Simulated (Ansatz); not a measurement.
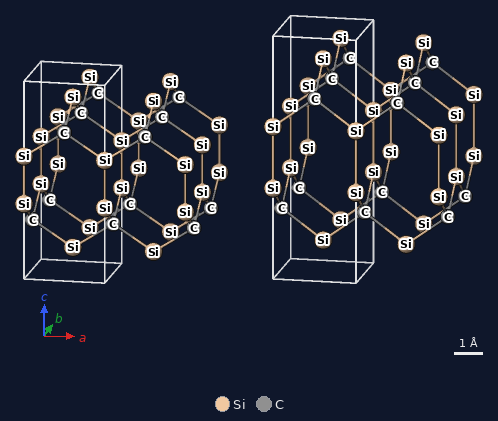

Two geometries of crystalline Si2C (a generated structure, set up in I-4m2) (coarse preliminary run), drawn at one scale. One is the start of a relaxation, the other its converged end. Style: ball-and-stick. Shown: the conventional cell (2 times the calculation's cell), repeated 2 × 2 × 1 with one cell outlined, slightly off an axis. Lengths and directions refer to the drawn axes.

These are results of Ansatz 0.2.0, DFT PBE, scalar-relativistic, plane waves, PAW, not measurements. Settings: plane-wave cutoff 420 eV; k-point mesh 8 × 8 × 8; occupations gaussian; smearing width 0.1 eV; no spin polarisation; cell and atoms relaxed; force threshold 0.04 eV/Å; at most 70 steps.

Question: Which one is relaxed?

Answer: The right one is the relaxed one. The largest moves relative to the cell, 0.062 Å, are those of Si atoms. C stays in place. The volume changes by +29.9 %, with a = b 2.947 → 3.029 Å (+2.8 %), c 7.292 → 8.958 Å (+22.8 %). Near-neighbour distances that change, for instance: Si–Si 1.752 → 2.275 Å, C–Si 1.752 → 1.873 Å. Among the angles between lasting bonds that change: Si–C–Si 114.5° → 107.9°, C–Si–C 114.5° → 107.9°, Si–Si–C 122.7° → 126.0°. The space group stays I-4m2 (No. 119). After 7 accepted moves (9 points after the start) the energy has fallen by 4.471 eV per cell of the calculation. Largest force component: 14 eV/Å at the start, 0.0035 eV/Å at the end. The pressure goes from 93.59 to 0.08 GPa. At 2 points the geometry stayed and the basis and grid were re-selected for the new cell (energy shift of 56.0 meV per cell of the calculation at most each time).
